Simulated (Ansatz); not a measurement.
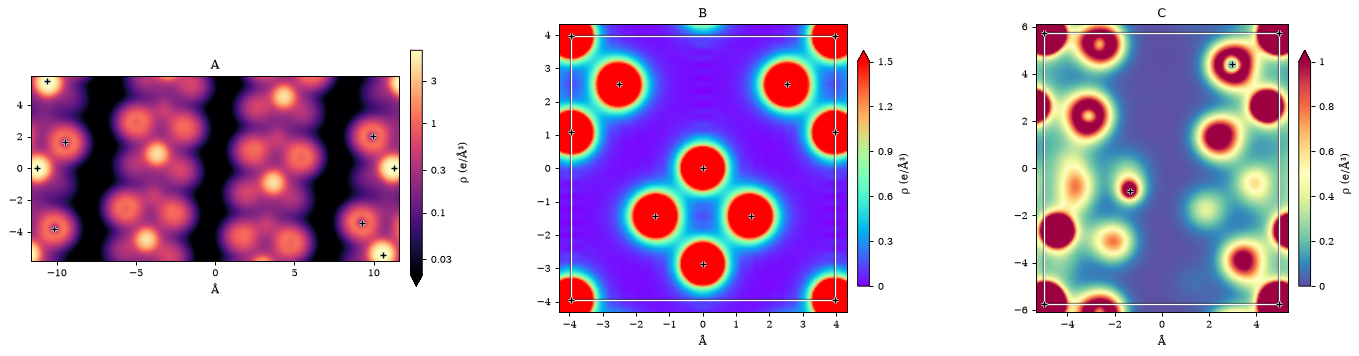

The valence charge density (pseudo) of 3 systems, each on a plane through atoms (crosses mark nuclei in the plane).

Computed with DFT PBE, scalar-relativistic, plane waves, PAW in Ansatz 0.2.0.

System 1: ZnO, the (001) plane of the calculation cell. Space group P4₂/mnm; a structure from a database of computed crystals, not necessarily the ambient phase.

```yaml
crystal:
  lattice:
    - [5.60847, 5.60847, 0.00000]
    - [5.60847, -5.60847, 0.00000]
    - [-5.60847, 0.00000, -6.55824]
  atoms:
    - { symbol: Zn, position: [0.30668, 0.12500, 0.25000] }
    - { symbol: Zn, position: [0.05668, 0.87500, 0.75000] }
    - { symbol: Zn, position: [0.80668, 0.62500, 0.25000] }
    - { symbol: Zn, position: [0.55668, 0.37500, 0.75000] }
    - { symbol: Zn, position: [0.94332, 0.12500, 0.25000] }
    - { symbol: Zn, position: [0.69332, 0.87500, 0.75000] }
    - { symbol: Zn, position: [0.44332, 0.62500, 0.25000] }
    - { symbol: Zn, position: [0.19332, 0.37500, 0.75000] }
    - { symbol: Zn, position: [0.75000, 0.43168, 0.50000] }
    - { symbol: Zn, position: [0.50000, 0.18168, 0.00000] }
    - { symbol: Zn, position: [0.25000, 0.93168, 0.50000] }
    - { symbol: Zn, position: [0.00000, 0.68168, 0.00000] }
    - { symbol: Zn, position: [0.75000, 0.06832, 0.50000] }
    - { symbol: Zn, position: [0.50000, 0.81832, 0.00000] }
    - { symbol: Zn, position: [0.25000, 0.56832, 0.50000] }
    - { symbol: Zn, position: [0.00000, 0.31832, 0.00000] }
    - { symbol: O, position: [0.62500, 0.44343, 0.25000] }
    - { symbol: O, position: [0.37500, 0.19343, 0.75000] }
    - { symbol: O, position: [0.12500, 0.94343, 0.25000] }
    - { symbol: O, position: [0.87500, 0.69343, 0.75000] }
    - { symbol: O, position: [0.62500, 0.80657, 0.25000] }
    - { symbol: O, position: [0.37500, 0.55657, 0.75000] }
    - { symbol: O, position: [0.12500, 0.30657, 0.25000] }
    - { symbol: O, position: [0.87500, 0.05657, 0.75000] }
    - { symbol: O, position: [0.93157, 0.25000, 0.50000] }
    - { symbol: O, position: [0.68157, 0.00000, 0.00000] }
    - { symbol: O, position: [0.43157, 0.75000, 0.50000] }
    - { symbol: O, position: [0.18157, 0.50000, 0.00000] }
    - { symbol: O, position: [0.56843, 0.25000, 0.50000] }
    - { symbol: O, position: [0.31843, 0.00000, 0.00000] }
    - { symbol: O, position: [0.06843, 0.75000, 0.50000] }
    - { symbol: O, position: [0.81843, 0.50000, 0.00000] }
```

System 2: MoS2, the (111) plane of the conventional cell. Space group R3m; a structure from a database of computed crystals, not necessarily the ambient phase; computed without spin polarisation.

```
CELL_PARAMETERS angstrom
3.18518 0.00000 0.00000
-1.59259 2.75844 0.00000
0.00000 0.00000 22.31499
ATOMIC_POSITIONS crystal
Mo 0.66667 0.33333 0.33311
Mo 0.33333 0.66667 0.66644
Mo 0.00000 0.00000 0.99978
S 0.33333 0.66667 0.06980
S 0.00000 0.00000 0.40313
S 0.66667 0.33333 0.73647
S 0.00000 0.00000 0.26309
S 0.66667 0.33333 0.59642
S 0.33333 0.66667 0.92976
```

System 3: Mo13HS26 (cell charge −1, with a compensating background) (cell with a defect), the (101) plane of the calculation cell. Computed without spin polarisation.

```yaml
crystal:
  lattice:
    - [-6.37035, -1.83896, 7.43833]
    - [4.77776, -4.59741, 7.43833]
    - [1.59259, 6.43637, 7.43833]
  atoms:
    - { symbol: Mo, position: [0.69039, 0.23092, 0.07769] }
    - { symbol: Mo, position: [0.99917, 0.99931, 0.00026] }
    - { symbol: Mo, position: [0.38396, 0.46260, 0.15540] }
    - { symbol: Mo, position: [0.76409, 0.92077, 0.30036] }
    - { symbol: Mo, position: [0.46215, 0.15476, 0.38453] }
    - { symbol: Mo, position: [0.84598, 0.62166, 0.54511] }
    - { symbol: Mo, position: [0.92307, 0.30751, 0.77145] }
    - { symbol: Mo, position: [0.07533, 0.69446, 0.23129] }
    - { symbol: Mo, position: [0.15342, 0.38668, 0.46418] }
    - { symbol: Mo, position: [0.54475, 0.84773, 0.62031] }
    - { symbol: Mo, position: [0.23180, 0.07762, 0.69465] }
    - { symbol: Mo, position: [0.61551, 0.53924, 0.85004] }
    - { symbol: Mo, position: [0.30683, 0.76964, 0.92549] }
    - { symbol: S, position: [0.09758, 0.63696, 0.48061] }
    - { symbol: S, position: [0.40368, 0.40383, 0.40448] }
    - { symbol: S, position: [0.79429, 0.86384, 0.59095] }
    - { symbol: S, position: [0.17238, 0.32722, 0.71377] }
    - { symbol: S, position: [0.86548, 0.55581, 0.79443] }
    - { symbol: S, position: [0.24818, 0.01890, 0.94502] }
    - { symbol: S, position: [0.32473, 0.71208, 0.17504] }
    - { symbol: S, position: [0.48064, 0.09948, 0.63491] }
    - { symbol: S, position: [0.55627, 0.78790, 0.87160] }
    - { symbol: S, position: [0.94031, 0.24789, 0.02137] }
    - { symbol: S, position: [0.63383, 0.47917, 0.09973] }
    - { symbol: S, position: [0.01175, 0.94252, 0.25264] }
    - { symbol: S, position: [0.71253, 0.16699, 0.32764] }
    - { symbol: S, position: [0.95368, 0.49729, 0.34522] }
    - { symbol: S, position: [0.26176, 0.26519, 0.26608] }
    - { symbol: S, position: [0.64814, 0.72487, 0.42333] }
    - { symbol: S, position: [0.03389, 0.18753, 0.57243] }
    - { symbol: S, position: [0.72587, 0.42159, 0.64914] }
    - { symbol: S, position: [0.11086, 0.87935, 0.80125] }
    - { symbol: S, position: [0.18568, 0.57157, 0.03425] }
    - { symbol: S, position: [0.34356, 0.95536, 0.49739] }
    - { symbol: S, position: [0.42001, 0.65109, 0.72544] }
    - { symbol: S, position: [0.80104, 0.11024, 0.87863] }
    - { symbol: S, position: [0.49284, 0.34241, 0.95611] }
    - { symbol: S, position: [0.87938, 0.79966, 0.10597] }
    - { symbol: S, position: [0.56575, 0.03495, 0.18455] }
    - { symbol: H, position: [0.80190, 0.82395, 0.74108] }
```

> Match each panel to its system.

Panel A is system 2, MoS2: the plane holds Mo and S. Mo–S (2.41 Å): ρ at the midpoint is about 0.6 e/Å³. Panel B is system 1, ZnO: the plane holds Zn and O. Zn–O (2.04 Å): ρ at the midpoint is about 0.52 e/Å³. Panel C is system 3, Mo13HS26: the plane holds Mo, S and H. Mo–S (2.41 Å): ρ is about 0.6 e/Å³ halfway.
